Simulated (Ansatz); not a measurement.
# Geometry relaxation of Sc2Al (part 2 of 2)

The same run, continued: Sc2Al (P6₃/mmc, 6 atoms in the cell); DFT PBEsol, scalar-relativistic, plane waves, PAW, no spin polarisation (Ansatz 0.2.0); cutoff 420 eV, 12×12×6 k-mesh, Gaussian smearing of 0.1 eV. The structure derives from a Materials Project entry.

Geometry of the input (Å; fractional positions):
```
4.8926  0.0000  0.0000
-2.4463  4.2371  0.0000
0.0000  0.0000  6.1614
Sc 0.0000  0.0000  0.0000
Sc 0.0000  0.0000  0.5000
Sc 0.3333  0.6667  0.7500
Sc 0.6667  0.3333  0.2500
Al 0.3333  0.6667  0.2500
Al 0.6667  0.3333  0.7500
```

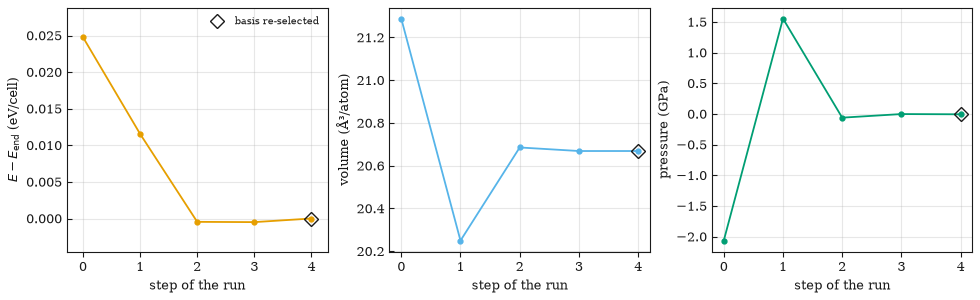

Fig. 1: Progress of the relaxation, step by step (the first geometry is step 0 here and step 1 in the log).

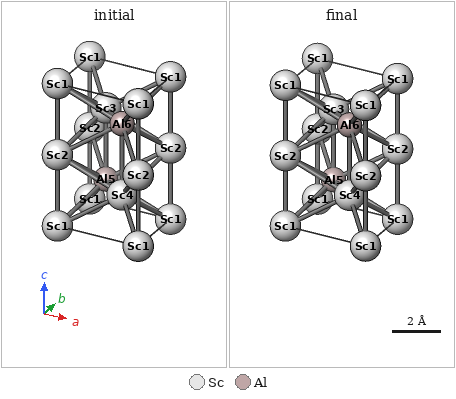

Fig. 2: Before (left) and after (right) the relaxation, at one scale (ball-and-stick view of the cell of the calculation, seen slightly off an axis). No atom moves by more than 0.005 Å relative to the cell. The drawn cell changes as follows: a = b 4.893 → 4.851 Å (−0.9 %), c 6.161 → 6.085 Å (−1.2 %); the volume changes by −2.9 %. Among the contacts that change: Sc1–Sc2 3.081 → 3.043 Å, Sc3–Al5 3.081 → 3.043 Å, Sc1–Sc3 3.217 → 3.187 Å, Sc1–Al5 3.217 → 3.187 Å. The space group stays P6_3/mmc (No. 194). Over 3 geometry steps the energy falls by 25.3 meV per cell of the calculation. All forces vanish by symmetry, so only the cell relaxes. Pressure: −2.06 GPa at the start and −0.01 GPa at the end. A last SCF at the same geometry on a re-selected plane-wave basis shifts the energy by +0.5 meV per cell of the calculation. (Atoms are counted from 1 in the order of the input.)

```
basis re-selected at this cell: Δ(F+E_penalty+E_count) = +4.944e-4 eV, ΔP = -0.004 GPa vs the last step (what re-selecting the basis moved, of the pressure what is left beyond the Pulay correction that the steps carried, after the strain that the cell walked since its last selection, with what the two solves' SCF thresholds leave and, on support functions, any second-order correction that the steps lacked; it is no measure of the basis error at this ecutwfc). This SCF's stress stands 6.44e-3 GPa from its target on what of the cell is left free (relax.cell.stress_tol is 5.00e-2 GPa) and its largest allowed force component is 1.06e-17 eV/Å (relax.f_tol is 5.00e-3 eV/Å): within both
SCF converged after 8 iterations
Free energy (F): -9496.721666 eV
Harris-Foulkes:  -9496.721666 eV  (|F-HF|=1.82e-12)
Internal energy: -9496.685160 eV  (E = F + TS)
E sigma→0 (E₀):  -9496.703413 eV
Entropy (-TS):   -0.036506 eV (-6.084 meV/atom)
Fermi energy:    9.356827 eV
--- Per-component energies (eV) ---
  E_band       = -636.269465
  E_kinetic    = 1089.898504
  E_local      = -3576.188355  (includes V_loc(G=0)·N_el)
  E_nonlocal   = 357.925883
  E_hartree    = 1268.362953
  E_xc         = -492.563622
  E_vxc        = -573.031450  (∫ρ·V_xc dr)
  E_paw        = -4638.210864  (= ΣΔE_a)
  E_vpaw       = -471.599987  (= ΣTr[D̂ρ^β])
  E_aug_tail   = 0.000036  (compensation charges beyond the density's cutoff)
  E_ewald      = -3506.464072
  E_core_change = 0.554378  (= ΣΔE_core)
  E_smearing   = -0.036506  (= −TS)
  E_closure    = -0.000000  (closes the sum)
  Σ components = -9496.721666   (vs F -9496.721666, Δ=0.00e0)
--- Forces (eV/Å), atoms counted from 1 ---
  atom   1  Sc    -0.00000000     0.00000000    -0.00000000
  atom   2  Sc     0.00000000     0.00000000     0.00000000
  atom   3  Sc     0.00000000    -0.00000000     0.00000000
  atom   4  Sc    -0.00000000     0.00000000     0.00000000
  atom   5  Al    -0.00000000    -0.00000000    -0.00000000
  atom   6  Al     0.00000000     0.00000000     0.00000000
  max |Σ_I F_I| component: 1.16e-18 eV/Å
--- Stress (GPa, compression-positive) ---
       -0.004999      -0.000000       0.000000
       -0.000000      -0.004999       0.000000
        0.000000       0.000000      -0.006443
  P = ⅓ Tr σ = -0.0055 GPa (-0.055 kbar)
--- Band table (eV; the first three rows and the last of 76) ---
  k-point 0: bands = ["-39.8593", "-39.7925", "-39.7722", "-39.7548", "-18.7438", "-18.6937", "-18.6937", "-18.5562", "-18.5562", "-18.5369", "-18.5369", "-18.4987", "-18.4885", "-18.4352", "-18.4352", "-18.3128", "2.1695", "5.0023", "6.6125", "7.5279", "7.5279", "8.6666", "8.6941", "8.6941", "8.9545", "8.9545", "9.2983", "9.2983", "11.2571", "11.4037", "11.4037"]
  k-point 1: bands = ["-39.8556", "-39.7998", "-39.7682", "-39.7551", "-18.7180", "-18.6879", "-18.6879", "-18.5817", "-18.5817", "-18.5138", "-18.5138", "-18.4958", "-18.4928", "-18.4386", "-18.4386", "-18.3389", "2.2905", "4.6123", "6.9607", "7.5632", "7.5632", "8.4313", "8.4313", "8.7315", "9.1896", "9.1896", "9.3262", "9.3262", "11.2639", "11.3661", "11.4949"]
  k-point 2: bands = ["-39.8454", "-39.8145", "-39.7626", "-39.7563", "-18.6713", "-18.6713", "-18.6484", "-18.6149", "-18.6149", "-18.5094", "-18.4872", "-18.4872", "-18.4863", "-18.4487", "-18.4487", "-18.4048", "2.6437", "3.8946", "7.6121", "7.6701", "7.6701", "8.1102", "8.1102", "8.7302", "9.3955", "9.3955", "9.4013", "9.4013", "10.7643", "11.3179", "11.7469"]
  k-point 75: bands = ["-39.8158", "-39.8158", "-39.7734", "-39.7734", "-18.7101", "-18.7101", "-18.6437", "-18.6437", "-18.5643", "-18.5643", "-18.4999", "-18.4999", "-18.4503", "-18.4503", "-18.3892", "-18.3892", "4.6433", "4.6433", "6.4036", "6.4036", "6.9328", "6.9328", "8.7551", "8.7551", "9.7039", "9.7039", "9.9899", "9.9899", "10.4918", "10.4918", "10.9385"]
--- Relaxed structure (4 steps of the walk, 4 accepted, 1 SCFs on fresh bases) ---
  F+E_penalty+E_count = -9496.72166605 eV   max|allowed force component| = 1.060e-17 eV/Å   (the final SCF, on the basis selected at the relaxed cell)
  cell:  # Å, volume = 124.0132 Å³
    - [4.850898971795892, -2.8621239074584018e-11, 3.7420842437269694e-34]
    - [-2.4254494858731586, 4.201001740781366, -1.1958879513916512e-34]
    - [6.283367019252865e-34, 4.2216372160605185e-34, 6.085451319761306]
  atoms:
    - { symbol: Sc, position: [-4.4192562151996293e-35, -1.3233652005443293e-34, 3.6718945673042157e-35] }
    - { symbol: Sc, position: [-1.2475317976985316e-35, -1.3209978209347597e-34, 0.5] }
    - { symbol: Sc, position: [0.3333333333333333, 0.6666666666666665, 0.7499999999999999] }
    - { symbol: Sc, position: [0.6666666666666666, 0.3333333333333333, 0.25] }
    - { symbol: Al, position: [0.3333333333333333, 0.6666666666666665, 0.25] }
    - { symbol: Al, position: [0.6666666666666666, 0.3333333333333333, 0.7499999999999999] }
```

Trajectory as extended XYZ (Å, eV, eV/Å), 5 frames, from step=1 to step=5:
```
6
Lattice="4.8926 0.0000 0.0000 -2.4463 4.2371 0.0000 0.0000 0.0000 6.1614" Properties=species:S:1:pos:R:3:forces:R:3 step=1 energy=-9496.69688 pressure_GPa=-2.06
Sc    0.0000    0.0000    0.0000    0.0000   0.0000   0.0000
Sc    0.0000    0.0000    3.0807    0.0000   0.0000   0.0000
Sc    0.0000    2.8248    4.6211    0.0000   0.0000   0.0000
Sc    2.4463    1.4124    1.5404    0.0000   0.0000   0.0000
Al    0.0000    2.8248    1.5404    0.0000   0.0000   0.0000
Al    2.4463    1.4124    4.6211    0.0000   0.0000   0.0000
6
Lattice="4.8250 0.0000 0.0000 -2.4125 4.1786 0.0000 0.0000 0.0000 6.0263" Properties=species:S:1:pos:R:3:forces:R:3 step=2 energy=-9496.71010 pressure_GPa=1.55
Sc    0.0000    0.0000    0.0000    0.0000   0.0000   0.0000
Sc    0.0000    0.0000    3.0131    0.0000   0.0000   0.0000
Sc    0.0000    2.7857    4.5197    0.0000   0.0000   0.0000
Sc    2.4125    1.3929    1.5066    0.0000   0.0000   0.0000
Al    0.0000    2.7857    1.5066    0.0000   0.0000   0.0000
Al    2.4125    1.3929    4.5197    0.0000   0.0000   0.0000
6
Lattice="4.8519 0.0000 0.0000 -2.4259 4.2019 0.0000 0.0000 0.0000 6.0879" Properties=species:S:1:pos:R:3:forces:R:3 step=3 energy=-9496.72213 pressure_GPa=-0.06
Sc    0.0000    0.0000    0.0000    0.0000   0.0000   0.0000
Sc    0.0000    0.0000    3.0439    0.0000   0.0000   0.0000
Sc    0.0000    2.8012    4.5659    0.0000   0.0000   0.0000
Sc    2.4259    1.4006    1.5220    0.0000   0.0000   0.0000
Al    0.0000    2.8012    1.5220    0.0000   0.0000   0.0000
Al    2.4259    1.4006    4.5659    0.0000   0.0000   0.0000
6
Lattice="4.8509 0.0000 0.0000 -2.4254 4.2010 0.0000 0.0000 0.0000 6.0855" Properties=species:S:1:pos:R:3:forces:R:3 step=4 energy=-9496.72216 pressure_GPa=-0.00
Sc    0.0000    0.0000    0.0000    0.0000   0.0000   0.0000
Sc    0.0000    0.0000    3.0427    0.0000   0.0000   0.0000
Sc    0.0000    2.8007    4.5641    0.0000   0.0000   0.0000
Sc    2.4254    1.4003    1.5214    0.0000   0.0000   0.0000
Al    0.0000    2.8007    1.5214    0.0000   0.0000   0.0000
Al    2.4254    1.4003    4.5641    0.0000   0.0000   0.0000
6
Lattice="4.8509 0.0000 0.0000 -2.4254 4.2010 0.0000 0.0000 0.0000 6.0855" Properties=species:S:1:pos:R:3:forces:R:3 step=5 energy=-9496.72167 pressure_GPa=-0.01
Sc    0.0000    0.0000    0.0000    0.0000   0.0000   0.0000
Sc    0.0000    0.0000    3.0427    0.0000   0.0000   0.0000
Sc    0.0000    2.8007    4.5641    0.0000   0.0000   0.0000
Sc    2.4254    1.4003    1.5214    0.0000   0.0000   0.0000
Al    0.0000    2.8007    1.5214    0.0000   0.0000   0.0000
Al    2.4254    1.4003    4.5641    0.0000   0.0000   0.0000
```

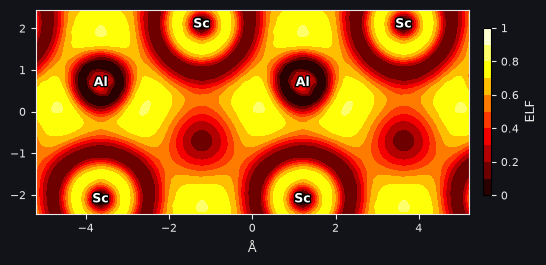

Fig. 3: ELF on the (001) plane of the conventional cell. The section cuts through Sc and Al sites. Sc–Al (2.80 Å): the ELF is about 0.30 at the midpoint; no shared electron pair. The strong features right at Sc lie inside the PAW spheres (semicore, d or f shells) and say nothing about bonding. In a PAW calculation such maps are meaningful between the atoms, not at the nuclei.

Results in brief:

| quantity | value |
| --- | --- |
| outcome | converged |
| space group (tolerance 0.01 Å) | P6₃/mmc (194) |
| electrons treated | 50 |
| free energy | −9496.7217 eV |
| Fermi energy | 9.357 eV |
| gap on the k-point mesh | none (metallic) |
| pressure | −0.01 GPa |
| final volume | 124.01 Å³ |
| largest force (length of the vector) at the end | under 0.001 eV/Å |
| final cell | a = 4.851 Å, b = 4.851 Å, c = 6.085 Å, α = 90.00°, β = 90.00°, γ = 120.00° |
| wall time | 3 min |
| peak memory | 0.56 GiB |
